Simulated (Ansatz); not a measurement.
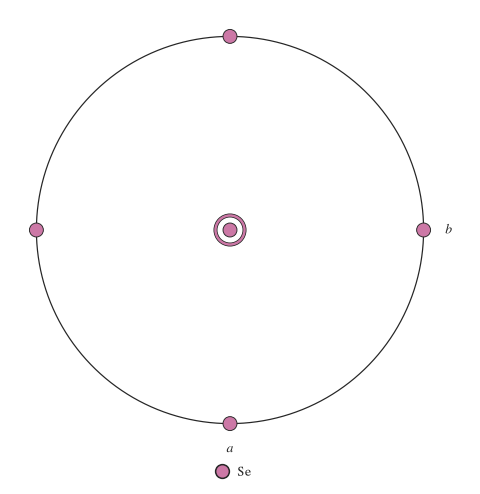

Crystal: CaSe, coordinates from a relaxation with DFT, PBE, plane waves, PAW (Ansatz). Directions from one calcium atom at (0, 0, 0) to its bonded neighbours, in stereographic projection down c (filled: above the plane of the page or in it, open: below). All values are computed from the atomic coordinates in the standard setting (tolerance 0.002 Å).

Neighbours are counted up to 3.61 Å for Se.

```cif
data_structure
_symmetry_space_group_name_H-M 'P 1'
_symmetry_Int_Tables_number 1
_cell_length_a 5.9591
_cell_length_b 5.9591
_cell_length_c 5.9591
_cell_angle_alpha 90.000
_cell_angle_beta 90.000
_cell_angle_gamma 90.000
_cell_volume 211.61
loop_
_atom_site_label
_atom_site_type_symbol
_atom_site_fract_x
_atom_site_fract_y
_atom_site_fract_z
_atom_site_occupancy
Ca1 Ca 0.00000 0.00000 0.00000 1
Se1 Se 0.50000 0.00000 0.00000 1
Ca2 Ca 0.00000 0.50000 0.50000 1
Se2 Se 0.50000 0.50000 0.50000 1
Ca3 Ca 0.50000 0.00000 0.50000 1
Se3 Se 0.00000 0.00000 0.50000 1
Ca4 Ca 0.50000 0.50000 0.00000 1
Se4 Se 0.00000 0.50000 0.00000 1
```

How many neighbours are there, and at what angles?

Answer. 6: 6 Se at 2.98 Å. Angles between bonds: 90° (12×), 180° (3×).

What is the site's symmetry in the crystal?

Answer. Point group m-3m (Oh), order 48: three fourfold axes, four threefold axes, six twofold axes, nine mirror planes, an inversion centre. In Fm-3m, No. 225 this is Wyckoff position 4a.
